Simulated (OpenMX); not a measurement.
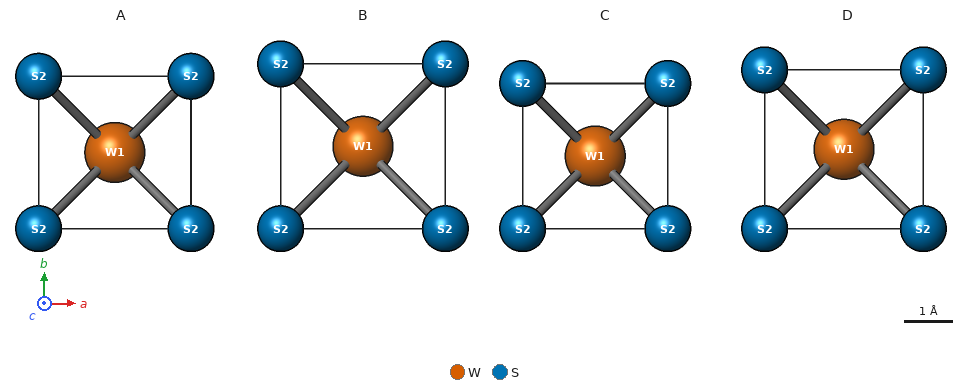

4 geometries from one relaxation of crystalline WS (a generated structure, set up in Pm-3m), in shuffled order. The picture is a ball-and-stick view of the cell of the calculation, seen along the c axis.

The run lets cell and atoms move.

The calculation used Kohn-Sham DFT of a periodic cell, PBE, OpenMX 2013 PBE set (OpenMX). Set-up: k-point mesh 5 × 5 × 5; occupations fermi-dirac; smearing width 0.05 eV; basis quick; no spin polarisation.

Order the frames from highest to lowest energy.

Answer. B, D, A, C. They are steps 0, 4, 6, 11, at +1027 meV per atom, +579 meV per atom, +195 meV per atom relative to the last. No atom moves by more than 0.005 Å relative to the cell. The volume changes by −31.5 %, with a = b = c 3.445 → 3.036 Å (−11.9 %). Near-neighbour distances that change, for instance: W1–W1 3.445 → 3.036 Å, W1–S2 2.983 → 2.629 Å. The space group stays Pm-3m (No. 221). The energy falls by 1027 meV per atom in 11 geometry steps. All forces vanish by symmetry, so only the cell relaxes. Pressure: −33.90 GPa at the start and 0.00 GPa at the end.
